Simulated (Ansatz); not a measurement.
## What a change does: geometry relaxation on Si

System: Si (P6/mmm, 1 atom in the cell).
Method of the first run: Kohn-Sham DFT of a periodic cell, PBEsol0, Ansatz PAW, no spin polarisation (Ansatz 0.2.0).

The structure derives from a Materials Project entry. Text and figures count atoms from 1; the logs count them from 0 in places.

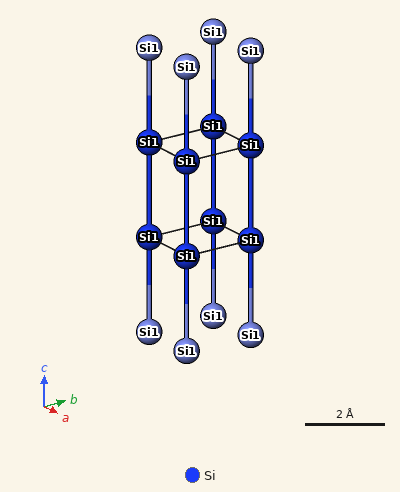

**Figure 1.** The structure as given in the input (ball-and-stick view of the cell of the calculation, seen slightly off an axis; neighbours outside the cell are drawn fainter; atoms are numbered from 1 in the order of the input). An atom can appear more than once, as a periodic image.

### The input, the first run
```yaml
crystal:
  lattice:
    - [2.6205428149, 0.0, 0.0]
    - [-1.3102714075, 2.2694566494, 0.0]
    - [0.0, 0.0, 2.46635439]
  atoms:
    - { symbol: Si, position: [0.0, 0.0, 0.0] }
hamiltonian:
  xc: { exchange: pbesol, correlation: pbesol, exx: { coeff: 0.25 } }
  pseudopotentials: { kind: paw }
kpoints:
  mp_grid: { grid: [6, 6, 6] }
scf:
  occupations: { method: fermi_dirac, width: 0.05 }
output:
  forces: true
  stress: true
  eigenvalues: true
relax:
  f_tol: 0.01
  max_steps: 40
  cell: { stress_tol: 0.05 }
```

Command:
```bash
ansatz run input.yaml --threads 2 --pin off --max-ram 5632MiB --backend cpu --events-out ev --progress --plain --runs-dir out
```

Hardware: 2 threads of Arm Neoverse V2, 24 GiB of memory available, shared host.

### Output, shortened to warnings, some set-up lines, iterations and results (the first run)
```
Basis set: ecut = 420 eV, 279 PW (Γ), exchange–correlation on 36×36×36 points (8 copies of the dense FFT grid, shifted against one another)
Symmetry: 24 space group operations
k-points: 28 of 216
Initial density: superposition of atomic densities (neutral atoms: chi_scale 0, normalization atom), corrected by the library's trained network
[...]
SCF iter   1: F=—  HF=-621.265023 eV  |F-HF|=—  |Δ(HF+E_count)|=         —  Δρ=3.33e-3  dr2=1.78e-3  ethr=1.77e-3  ⟨swp⟩=6.4  Hψ=801  notcnv=0
SCF iter   2: F=—  HF=-621.264400 eV  |F-HF|=—  |Δ(HF+E_count)|=   6.23e-4  Δρ=1.10e-3  dr2=1.66e-4  ethr=4.15e-6  ⟨swp⟩=2.0  Hψ=511  notcnv=0  defer=1
SCF iter   3: F=—  HF=-621.264347 eV  |F-HF|=—  |Δ(HF+E_count)|=   5.23e-5  Δρ=1.36e-4  dr2=8.45e-7  ethr=4.15e-6  ⟨swp⟩=2.1  Hψ=236  notcnv=0  defer=1
SCF iter   4: F=—  HF=-621.264348 eV  |F-HF|=—  |Δ(HF+E_count)|=   1.12e-6  Δρ=1.39e-5  dr2=1.16e-8  ethr=2.11e-8  ⟨swp⟩=3.7  Hψ=312  notcnv=0  defer=1
SCF iter   5: F=—  HF=-621.264348 eV  |F-HF|=—  |Δ(HF+E_count)|=  1.97e-10  Δρ=3.87e-6  dr2=7.10e-10  ethr=2.89e-10  ⟨swp⟩=2.3  Hψ=240  notcnv=0
[... 62 lines ...]
SCF 11 converged in 3 iterations: F = -625.893826 eV  dr2 = 1.79e-12
SCF iter   1: F=—  HF=-625.893826 eV  |F-HF|=—  |Δ(HF+E_count)|=         —  Δρ=9.31e-8  dr2=5.94e-13  ethr=3.50e-11  ⟨swp⟩=11.1  Hψ=1036  notcnv=0
SCF iter   2: F=-625.893826 eV  HF=-625.893826 eV  |F-HF|=2.27e-13  |Δ(HF+E_count)|=    0.00e0  Δρ=3.15e-8  dr2=1.34e-13  ethr=1.00e-12  ⟨swp⟩=2.0  Hψ=225  notcnv=0
SCF 12 converged in 2 iterations: F = -625.893826 eV  dr2 = 1.34e-13
relax step   5: F+E_penalty+E_count = -625.89382640 eV  Δ(F+E_penalty+E_count) = -2.079e-5 eV  max|allowed force component| = 0.000e0 eV/Å  Δτ_max = 0.0000 Å  P = +0.001 GPa  …
basis re-selected at this cell: Δ(F+E_penalty+E_count) = -2.079e-5 eV, ΔP = +0.001 GPa vs the last step (what re-selecting the basis moved, of the pressure what is left beyond the Pulay correction that the steps carried, after the strain that the cell walked since its last selection, with what the …
hybrid SCF converged: 2 outer / 5 inner (+0 warm-up), last move |dexx| = 9.09e-13 eV, tail = 2.78e-13 eV
Stability not checked: this state was not tested for a lower state beside it, because the functional holds exact exchange (a hybrid, or Hartree-Fock), whose exchange loop this test does not read (fock_operator; see scf.lower_state_search)
Free energy (F): -625.893826 eV
Frozen-core exchange: fock
Harris-Foulkes:  -625.893826 eV  (|F-HF|=2.27e-13)
Internal energy: -625.893817 eV  (E = F + TS)
E sigma→0 (E₀):  -625.893822 eV
Entropy (-TS):   -0.000009 eV (-0.009 meV/atom)
Fermi energy:    10.814844 eV
--- Per-component energies (eV) ---
  E_band       = 13.385623
  E_kinetic    = 41.422767
  E_local      = -0.382552  (includes V_loc(G=0)·N_el)
  E_nonlocal   = 25.086725
  E_hartree    = 1.041957
  E_xc         = -43.366165
  E_vxc        = -37.637549  (∫ρ·V_xc dr)
  E_exx        = -7.083564  (= α·E_x^exact, valence–valence)
  E_paw        = -508.259971  (= ΣΔE_a)
  E_vpaw       = -3.020561  (= ΣTr[D̂ρ^β])
  E_aug_tail   = 0.000006  (compensation charges beyond the density's cutoff)
  E_ewald      = -134.318193
  E_core_change = -0.034827  (= ΣΔE_core)
  E_smearing   = -0.000009  (= −TS)
  E_closure    = 0.000000  (closes the sum)
  Σ components = -625.893826   (vs F -625.893826, Δ=0.00e0)
--- Forces (eV/Å), atoms counted from 1 ---
  atom   1  Si     0.00000000     0.00000000     0.00000000
  max |Σ_I F_I| component: 1.16e-33 eV/Å
--- Stress (GPa, compression-positive) ---
       -0.001019       0.000000       0.000000
        0.000000      -0.001019       0.000000
        0.000000       0.000000       0.003584
  P = ⅓ Tr σ = 0.0005 GPa (0.005 kbar)
--- Relaxed structure (4 steps of the walk, 4 accepted, 1 SCFs on fresh bases) ---
  F+E_penalty+E_count = -625.89382640 eV   max|allowed force component| = 0.000e0 eV/Å   (the final SCF, on the basis selected at the relaxed cell)
  cell:  # Å, volume = 14.7563 Å³
    - [2.6123460712015167, 2.8777230005325205e-11, -4.471295209503632e-19]
[...]
```

The second run used a changed input.

### The two runs side by side

```tsv
quantity	the first run	the second run
outcome	converged	converged
free energy per atom (eV)	−625.8938	−636.0089
gap on the mesh (eV)	0.00	0.00
pressure (GPa)	0.00	0.01
volume per atom (Å³)	14.76	14.93
largest force (eV/Å)	0.000	0.000
irreducible k-points	28	28
wall time (shared host)	9.6 s	9.4 s
```

What was changed in the input?

The change (lines with − go, lines with + come):
```diff
-  xc: { exchange: pbesol, correlation: pbesol, exx: { coeff: 0.25 } }
+  xc: pbe0
```

The total energies belong to different methods, so their difference says nothing on which is more stable or more accurate. The volume per atom goes from 14.76 to 14.93 Å³.

### Output, shortened to warnings, some set-up lines, iterations and results (the second run)
```
Basis set: ecut = 420 eV, 279 PW (Γ), exchange–correlation on 36×36×36 points (8 copies of the dense FFT grid, shifted against one another)
Symmetry: 24 space group operations
k-points: 28 of 216
Initial density: superposition of atomic densities (neutral atoms: chi_scale 0, normalization atom), corrected by the library's trained network
[...]
SCF iter   1: F=—  HF=-635.470523 eV  |F-HF|=—  |Δ(HF+E_count)|=         —  Δρ=3.07e-3  dr2=1.72e-3  ethr=1.77e-3  ⟨swp⟩=6.2  Hψ=797  notcnv=0
SCF iter   2: F=—  HF=-635.469942 eV  |F-HF|=—  |Δ(HF+E_count)|=   5.81e-4  Δρ=9.85e-4  dr2=1.68e-4  ethr=4.18e-6  ⟨swp⟩=2.1  Hψ=513  notcnv=0  defer=2
SCF iter   3: F=—  HF=-635.469893 eV  |F-HF|=—  |Δ(HF+E_count)|=   4.83e-5  Δρ=9.67e-5  dr2=3.94e-7  ethr=4.18e-6  ⟨swp⟩=2.2  Hψ=242  notcnv=0  defer=2
SCF iter   4: F=—  HF=-635.469895 eV  |F-HF|=—  |Δ(HF+E_count)|=   1.77e-6  Δρ=2.24e-5  dr2=4.46e-8  ethr=9.84e-9  ⟨swp⟩=4.0  Hψ=328  notcnv=0  defer=2
SCF iter   5: F=—  HF=-635.469895 eV  |F-HF|=—  |Δ(HF+E_count)|=   5.45e-9  Δρ=9.17e-6  dr2=6.09e-9  ethr=1.12e-9  ⟨swp⟩=2.0  Hψ=232  notcnv=0
[... 61 lines ...]
SCF 11 converged in 3 iterations: F = -636.008922 eV  dr2 = 2.14e-12
SCF iter   1: F=—  HF=-636.008922 eV  |F-HF|=—  |Δ(HF+E_count)|=         —  Δρ=1.12e-7  dr2=6.89e-13  ethr=5.24e-11  ⟨swp⟩=11.0  Hψ=1033  notcnv=0
SCF iter   2: F=-636.008922 eV  HF=-636.008922 eV  |F-HF|=2.27e-13  |Δ(HF+E_count)|=  6.82e-13  Δρ=4.73e-8  dr2=1.67e-13  ethr=1.00e-12  ⟨swp⟩=2.0  Hψ=225  notcnv=0
SCF 12 converged in 2 iterations: F = -636.008922 eV  dr2 = 1.67e-13
relax step   5: F+E_penalty+E_count = -636.00892247 eV  Δ(F+E_penalty+E_count) = -4.642e-5 eV  max|allowed force component| = 0.000e0 eV/Å  Δτ_max = 0.0000 Å  P = +0.009 GPa  …
basis re-selected at this cell: Δ(F+E_penalty+E_count) = -4.642e-5 eV, ΔP = +0.006 GPa vs the last step (what re-selecting the basis moved, of the pressure what is left beyond the Pulay correction that the steps carried, after the strain that the cell walked since its last selection, with what the …
hybrid SCF converged: 2 outer / 5 inner (+0 warm-up), last move |dexx| = 1.22e-12 eV, tail = 3.46e-13 eV
Stability not checked: this state was not tested for a lower state beside it, because the functional holds exact exchange (a hybrid, or Hartree-Fock), whose exchange loop this test does not read (fock_operator; see scf.lower_state_search)
Free energy (F): -636.008922 eV
Frozen-core exchange: fock
Harris-Foulkes:  -636.008922 eV  (|F-HF|=2.27e-13)
Internal energy: -636.008914 eV  (E = F + TS)
E sigma→0 (E₀):  -636.008918 eV
Entropy (-TS):   -0.000008 eV (-0.008 meV/atom)
Fermi energy:    10.701815 eV
--- Per-component energies (eV) ---
  E_band       = 13.132005
  E_kinetic    = 41.144537
  E_local      = -0.536419  (includes V_loc(G=0)·N_el)
  E_nonlocal   = 24.872103
  E_hartree    = 1.063218
  E_xc         = -43.471378
  E_vxc        = -37.358151  (∫ρ·V_xc dr)
  E_exx        = -7.060244  (= α·E_x^exact, valence–valence)
  E_paw        = -518.160724  (= ΣΔE_a)
  E_vpaw       = -2.996018  (= ΣTr[D̂ρ^β])
  E_aug_tail   = 0.000006  (compensation charges beyond the density's cutoff)
  E_ewald      = -133.803401
  E_core_change = -0.056611  (= ΣΔE_core)
  E_smearing   = -0.000008  (= −TS)
  E_closure    = 0.000000  (closes the sum)
  Σ components = -636.008922   (vs F -636.008922, Δ=0.00e0)
--- Forces (eV/Å), atoms counted from 1 ---
  atom   1  Si     0.00000000     0.00000000     0.00000000
  max |Σ_I F_I| component: 0.00e0 eV/Å
--- Stress (GPa, compression-positive) ---
        0.006171       0.000000       0.000000
        0.000000       0.006171      -0.000000
        0.000000      -0.000000       0.013853
  P = ⅓ Tr σ = 0.0087 GPa (0.087 kbar)
--- Relaxed structure (4 steps of the walk, 4 accepted, 1 SCFs on fresh bases) ---
  F+E_penalty+E_count = -636.00892247 eV   max|allowed force component| = 0.000e0 eV/Å   (the final SCF, on the basis selected at the relaxed cell)
  cell:  # Å, volume = 14.9277 Å³
    - [2.6228548466295445, 2.889299333975336e-11, -8.146291393875359e-19]
[...]
```
